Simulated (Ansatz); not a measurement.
Input

```
crystal:
  lattice:
    - [0.0, 3.2194274792, 3.1176935709]
    - [3.2194274792, 0.0, 3.1176935709]
    - [3.2194274792, 3.2194274792, 0.0]
  atoms:
    - { symbol: Pb, position: [0.0, 0.0, 0.0] }
    - { symbol: Se, position: [0.5, 0.5, 0.5] }
basis:
  ecutwfc: 420
kpoints:
  mp_grid: { grid: [10, 10, 10] }
hamiltonian:
  xc: pbe
  dispersion: d3bj
scf:
  occupations: { method: gaussian, width: 0.03 }
output:
  forces: true
  stress: true
  eigenvalues: true
  write_density: true
  write_potential: true
  elf: true
  volumetric_format: npy
```

Launched as:

```sh
ansatz run input.yaml --threads 1 --pin off --max-ram 2048MiB --backend cpu --events-out ev --progress --plain --runs-dir out
```

Below, planes, directions and counts refer to the conventional cell (a = 4.55 Å, b = 4.55 Å, c = 6.24 Å, α = 90.00°, β = 90.00°, γ = 90.00°).

Space group I4/mmm; computed pressure about −2 GPa in this cell.

Theory: DFT PBE+D3(BJ), scalar-relativistic, plane waves, PAW (Ansatz 0.2.0).

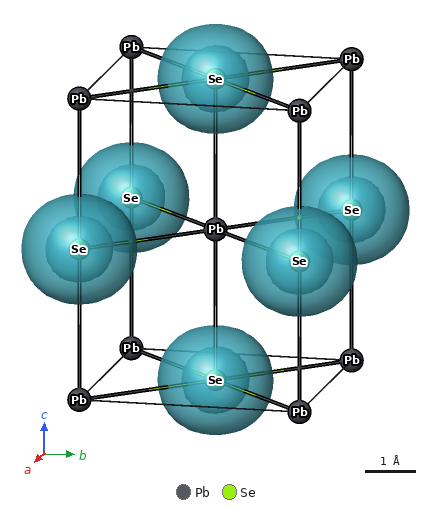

PbSe. Isosurface of the electron localisation function at 0.75 (cyan), seen slightly off an axis. Core shells and regions of very low density are left out. Sticks mark near contacts.

Core electrons are frozen (PAW), and the valence fields are smoothed inside the atomic spheres.

Q: What do the ELF domains correspond to?

A: The ELF exceeds this value in two regions wrapped around Se (the valence shell of each), counted in one cell of 4 atoms. Any copies at cell faces, edges or corners count once.

Values along the shortest contacts:
Pb–Se (3.12 Å): the ELF is about 0.30 at the midpoint. Pb–Se (3.22 Å): the ELF is about 0.25 at the midpoint.
